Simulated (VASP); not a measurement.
# Run report: CdS, geometry relaxation (part 2 of 2)

CdS (F-43m, 2 atoms in the cell); Kohn-Sham DFT of a periodic cell, PBE, VASP PAW PBE potentials, recommended, no spin polarisation (VASP 6.6.1); cutoff 520 eV, 10×10×10 k-mesh, Gaussian smearing of 1 eV. The structure derives from an entry of the Crystallography Open Database.

Geometry of the input (Å; fractional positions):
```
0.0000  2.9165  2.9165
2.9165  0.0000  2.9165
2.9165  2.9165  0.0000
Cd 0.0000  0.0000  0.0000
S  0.2500  0.2500  0.2500
```

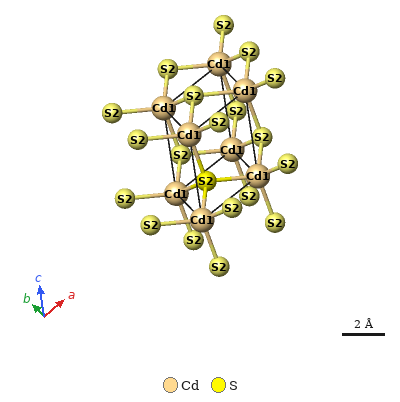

**Figure 1.** The geometry at step 1 of the log (ball-and-stick view of the cell of the calculation, seen slightly off an axis; neighbours outside the cell are drawn fainter; atoms are numbered from 1 in the order of the input).

Parts of OUTCAR, continued:
```
   k-points           NKPTS =     47   k-points in BZ     NKDIM =     47   number of bands    NBANDS=     13
   number of dos      NEDOS =    301   number of ions     NIONS =      2
   total plane-waves  NPLWV =  32768
   dimension x,y,z NGX =    32 NGY =   32 NGZ =   32
   dimension x,y,z NGXF=    64 NGYF=   64 NGZF=   64
   ions per type =               1   1
   NGX,Y,Z   is equivalent  to a cutoff of  12.90, 12.90, 12.90 a.u.
   NGXF,Y,Z  is equivalent  to a cutoff of  25.80, 25.80, 25.80 a.u.
 SYSTEM =  CdS
   PREC   = accura    normal or accurate (medium, high low for compatibility)
   ISTART =      0    job   : 0-new  1-cont  2-samecut
   ICHARG =      2    charge: 1-file 2-atom 10-const
   ISPIN  =      1    spin polarized calculation?
   LNONCOLLINEAR =      F non collinear calculations
   LSORBIT =      F    spin-orbit coupling
   LASPH  =      T    aspherical Exc in radial PAW
   ENCUT  =  520.0 eV  38.22 Ry    6.18 a.u.   7.67  7.67  7.67*2*pi/ulx,y,z
   NELM   =     60;   NELMIN=  2; NELMDL= -5     # of ELM steps
   EDIFF  = 0.1E-06   stopping-criterion for ELM
   LREAL  =      F    real-space projection
   EDIFFG = -.2E-02   stopping-criterion for IOM
   NSW    =     80    number of steps for IOM
   IBRION =      2    ionic relax: 0-MD 1-quasi-New 2-CG
   NFREE  =      1    steps in history (QN), initial steepest desc. (CG)
   ISIF   =      3    stress and relaxation
   ISYM   =      2    0-nonsym 1-usesym 2-fastsym
   POTIM  = 0.5000    time-step for ionic-motion
   TEBEG  =    0.0;   TEEND  =   0.0 temperature during run
   PSTRESS=    0.0 pullay stress
   NELECT =      18.0000    total number of electrons
   NUPDOWN=      -1.0000    fix difference up-down
   EMIN   =  10.00;   EMAX   =-10.00  energy-range for DOS
   EFERMI =   0.00;   METHOD = LEGACY
   ISMEAR =     0;   SIGMA  =   1.00  broadening in eV -4-tet -1-fermi 0-gaus
   EFERMI_NEDOS =   21; number of points for ismear=-14 and -15
   IALGO  =     38    algorithm
   IMIX   =      4    mixing-type and parameters
     AMIX     =   0.40;   BMIX     =  1.00
     AMIX_MAG =   1.60;   BMIX_MAG =  1.00
  volume/ion in A,a.u.               =      24.81       167.41
  Fermi-wavevector in a.u.,A,eV,Ry     =   1.167599  2.206442 18.548649  1.363287
  Thomas-Fermi vector in A             =   2.304097
   LORBIT       =      0    0 simple, 1 ext, 2 COOP (PROOUT), +10 PAW based schemes
   GGA     = PE    functional components
   LHFCALC =     F    Hartree Fock is set to
   AEXX    =    0.0000 exact exchange contribution
   IVDW    =     0    specifies the selected vdW correction
   LEPSILON=     F    determine dielectric tensor
   LRPA    =     F    only Hartree local field effects (RPA)
 conjugate gradient relaxation of ions
 non-spin polarized calculation
 Gauss-broadening in eV      SIGMA  =   1.00
  energy-cutoff  :      520.00
  volume of cell :       49.62
 maximum number of plane-waves:      1363
   NGX = 15   NGY = 15   NGZ = 15

--------------------------------------- Ionic step        1  -------------------------------------------

 number of electron      18.0000004 magnetization

 Free energy of the ion-electron system (eV)
  ---------------------------------------------------
  ext. energy  EPLUGINS =         0.00000000
  ---------------------------------------------------
  free energy    TOTEN  =        -6.12709566 eV

  energy without entropy =       -6.09862455  energy(sigma->0) =       -6.11286010

------------------------ aborting loop because EDIFF is reached ----------------------------------------

  FORCE on cell =-STRESS in cart. coord.  units (eV):
  Direction    XX          YY          ZZ          XY          YZ          ZX
  --------------------------------------------------------------------------------------
  -------------------------------------------------------------------------------------
  Total        1.0232537      1.0232537      1.0232537      0.0000000      0.0000000     -0.0000000
  in kB       33.0428871     33.0428871     33.0428871      0.0000000      0.0000000     -0.0000000
  external PRESSURE =      33.0428871 kB  Pullay stress =       0.0000000 kB

 VOLUME and BASIS-vectors are now :
 -----------------------------------------------------------------------------
  energy-cutoff  :      520.00
  volume of cell :       49.62
      direct lattice vectors                 reciprocal lattice vectors
     0.000000000  2.916500000  2.916500000    -0.171438368  0.171438368  0.171438368
     2.916500000  0.000000000  2.916500000     0.171438368 -0.171438368  0.171438368
     2.916500000  2.916500000  0.000000000     0.171438368  0.171438368 -0.171438368

 POSITION                                       TOTAL-FORCE (eV/Angst)
 -----------------------------------------------------------------------------------
      0.00000      0.00000      0.00000         0.000000      0.000000      0.000000
      1.45825      1.45825      1.45825        -0.000000     -0.000000     -0.000000
 -----------------------------------------------------------------------------------
    total drift:                               -0.000000     -0.000000     -0.000000

  FREE ENERGIE OF THE ION-ELECTRON SYSTEM (eV)
  ---------------------------------------------------
  free  energy   TOTEN  =        -6.1270956564 eV

  energy  without entropy=       -6.0986245526  energy(sigma->0) =       -6.11286010

--------------------------------------- Ionic step        2  -------------------------------------------

 number of electron      17.9999995 magnetization

------------------------ aborting loop because EDIFF is reached ----------------------------------------

  FORCE on cell =-STRESS in cart. coord.  units (eV):
  Direction    XX          YY          ZZ          XY          YZ          ZX
  --------------------------------------------------------------------------------------
  -------------------------------------------------------------------------------------
  Total       -0.3006002     -0.3006002     -0.3006002     -0.0000000     -0.0000000      0.0000000
  in kB       -9.0222808     -9.0222808     -9.0222808     -0.0000000     -0.0000000      0.0000000
  external PRESSURE =      -9.0222808 kB  Pullay stress =       0.0000000 kB

 VOLUME and BASIS-vectors are now :
 -----------------------------------------------------------------------------
  energy-cutoff  :      520.00
  volume of cell :       53.38
      direct lattice vectors                 reciprocal lattice vectors
     0.000000000  2.988485748  2.988485748    -0.167308812  0.167308812  0.167308812
     2.988485748  0.000000000  2.988485748     0.167308812 -0.167308812  0.167308812
     2.988485748  2.988485748 -0.000000000     0.167308812  0.167308812 -0.167308812

 POSITION                                       TOTAL-FORCE (eV/Angst)
 -----------------------------------------------------------------------------------
      0.00000      2.98849      2.98849         0.000000      0.000000      0.000000
      1.49424      1.49424      1.49424        -0.000000     -0.000000     -0.000000
 -----------------------------------------------------------------------------------
    total drift:                               -0.000000     -0.000000     -0.000001

  FREE ENERGIE OF THE ION-ELECTRON SYSTEM (eV)
  ---------------------------------------------------
  free  energy   TOTEN  =        -6.1519503298 eV

  energy  without entropy=       -6.1124377631  energy(sigma->0) =       -6.13219405

--------------------------------------- Ionic step        3  -------------------------------------------

 number of electron      18.0000000 magnetization

 Free energy of the ion-electron system (eV)
  ---------------------------------------------------
  ext. energy  EPLUGINS =         0.00000000
  ---------------------------------------------------
  free energy    TOTEN  =        -6.15466275 eV

  energy without entropy =       -6.11824429  energy(sigma->0) =       -6.13645352

 E-fermi :   2.0212     XC(G=0):  -8.8979     alpha+bet : -6.7097

 val. band max:        1.8812030358   @ k =   0.0000   0.0000   0.0000
 cond. band min:       2.5073651499   @ k =   0.1000   0.0000   0.0000
 fundamental gap:      0.6261621142
 Fermi energy:         2.0212133926

 k-point     1 :       0.0000    0.0000    0.0000
  band No.  band energies     occupation
      1     -11.1968      2.00000
      2      -6.6889      2.00000
      3      -6.6889      2.00000
      4      -6.6889      2.00000
      5      -6.2801      2.00000
      6      -6.2801      2.00000
      7       0.8512      1.90200
      8       0.8512      1.90200
      9       0.8512      1.90200
     10       1.8812      1.15696
     11       7.4065      0.00000
     12       7.4065      0.00000
     13       7.4065      0.00000

 k-point     2 :       0.1000    0.0000    0.0000
  band No.  band energies     occupation
      1     -11.1611      2.00000
      2      -6.6761      2.00000
      3      -6.6761      2.00000
      4      -6.6566      2.00000
      5      -6.2807      2.00000
      6      -6.2807      2.00000
      7       0.1277      1.99259
      8       0.7795      1.92093
      9       0.7795      1.92093
     10       2.5074      0.49175
     11       7.2064      0.00000
     12       7.5308      0.00000
     13       7.5308      0.00000

 k-point     3 :       0.2000    0.0000    0.0000
  band No.  band energies     occupation
      1     -11.0672      2.00000
      2      -6.6449      2.00000
      3      -6.6449      2.00000
      4      -6.5488      2.00000
      5      -6.2795      2.00000
      6      -6.2795      2.00000
      7      -0.9670      1.99998
      8       0.6005      1.95549
      9       0.6005      1.95549
     10       3.2602      0.07973
     11       7.0166      0.00000
     12       7.7862      0.00000
     13       7.7862      0.00000

 k-point     4 :       0.3000    0.0000    0.0000
  band No.  band energies     occupation
      1     -10.9509      2.00000
      2      -6.6119      2.00000
      3      -6.6119      2.00000
      4      -6.3487      2.00000
      5      -6.2705      2.00000
      6      -6.2705      2.00000
      7      -2.0303      2.00000
      8       0.3935      1.97866
      9       0.3935      1.97866
     10       3.6706      0.01967
     11       7.2899      0.00000
     12       7.9227      0.00000
     13       7.9227      0.00000

 k-point     5 :       0.4000    0.0000    0.0000
  band No.  band energies     occupation
      1     -10.8572      2.00000
      2      -6.5913      2.00000
      3      -6.5913      2.00000
      4      -6.2556      2.00000
      5      -6.2556      2.00000
      6      -6.0898      2.00000
      7      -2.8754      2.00000
      8       0.2351      1.98846
      9       0.2351      1.98846
     10       3.7750      0.01313
     11       7.8633      0.00000
     12       7.8937      0.00000
     13       7.8937      0.00000

 [... the levels of 18 k-points are left out ...]

 k-point    24 :       0.4000    0.3000    0.0000
  band No.  band energies     occupation
      1     -10.7996      2.00000
      2      -6.5055      2.00000
      3      -6.4680      2.00000
      4      -6.4283      2.00000
      5      -6.2240      2.00000
      6      -6.0999      2.00000
      7      -2.3034      2.00000
      8      -0.6322      1.99982
      9      -0.4922      1.99962
     10       4.8410      0.00007
     11       5.3953      0.00000
     12       8.7786      0.00000
     13       9.7898      0.00000

 [... further k-points ...]

------------------------ aborting loop because EDIFF is reached ----------------------------------------

  FORCE on cell =-STRESS in cart. coord.  units (eV):
  Direction    XX          YY          ZZ          XY          YZ          ZX
  --------------------------------------------------------------------------------------
  -------------------------------------------------------------------------------------
  Total        0.0039292      0.0039292      0.0039292     -0.0000000     -0.0000000      0.0000000
  in kB        0.1200767      0.1200767      0.1200767     -0.0000000     -0.0000000      0.0000000
  external PRESSURE =       0.1200767 kB  Pullay stress =       0.0000000 kB

 VOLUME and BASIS-vectors are now :
 -----------------------------------------------------------------------------
  energy-cutoff  :      520.00
  volume of cell :       52.43
      direct lattice vectors                 reciprocal lattice vectors
     0.000000000  2.970575375  2.970575375    -0.168317560  0.168317560  0.168317560
     2.970575375  0.000000000  2.970575375     0.168317560 -0.168317560  0.168317560
     2.970575375  2.970575375 -0.000000000     0.168317560  0.168317560 -0.168317560

 POSITION                                       TOTAL-FORCE (eV/Angst)
 -----------------------------------------------------------------------------------
      0.00000      0.00000      0.00000        -0.000000     -0.000000     -0.000000
      1.48529      1.48529      1.48529         0.000000      0.000000      0.000000
 -----------------------------------------------------------------------------------
    total drift:                               -0.000000     -0.000000     -0.000000

  FREE ENERGIE OF THE ION-ELECTRON SYSTEM (eV)
  ---------------------------------------------------
  free  energy   TOTEN  =        -6.1546627531 eV

  energy  without entropy=       -6.1182442934  energy(sigma->0) =       -6.13645352

 reached required accuracy - stopping structural energy minimisation
```

CONTCAR:
```
CdS
   1.00000000000000
     0.0000000000000000    2.9705753747734178    2.9705753747734178
     2.9705753747734178    0.0000000000000000    2.9705753747734178
     2.9705753747734178    2.9705753747734178   -0.0000000000000000
  Cd              S
     1     1
Direct
     0.0000000000000000    0.0000000000000000    0.0000000000000000
     0.2500000000000000    0.2500000000000000    0.2500000000000000

  0.00000000E+00  0.00000000E+00  0.00000000E+00
  0.00000000E+00  0.00000000E+00  0.00000000E+00
```

Trajectory as extended XYZ (Å, eV, eV/Å), 3 frames, from step=0 to step=2:
```
2
Lattice="0.0000 2.9165 2.9165 2.9165 0.0000 2.9165 2.9165 2.9165 0.0000" Properties=species:S:1:pos:R:3:forces:R:3 step=0 energy=-6.12710
Cd    0.0000    0.0000    0.0000    0.0000   0.0000   0.0000
S     1.4583    1.4583    1.4583    0.0000   0.0000   0.0000
2
Lattice="0.0000 2.9885 2.9885 2.9885 0.0000 2.9885 2.9885 2.9885 -0.0000" Properties=species:S:1:pos:R:3:forces:R:3 step=1 energy=-6.15195
Cd    0.0000    2.9885    2.9885    0.0000   0.0000   0.0000
S     1.4942    1.4942    1.4942    0.0000   0.0000   0.0000
2
Lattice="0.0000 2.9706 2.9706 2.9706 0.0000 2.9706 2.9706 2.9706 -0.0000" Properties=species:S:1:pos:R:3:forces:R:3 step=2 energy=-6.15466
Cd    0.0000    0.0000    0.0000    0.0000   0.0000   0.0000
S     1.4853    1.4853    1.4853    0.0000   0.0000   0.0000
```
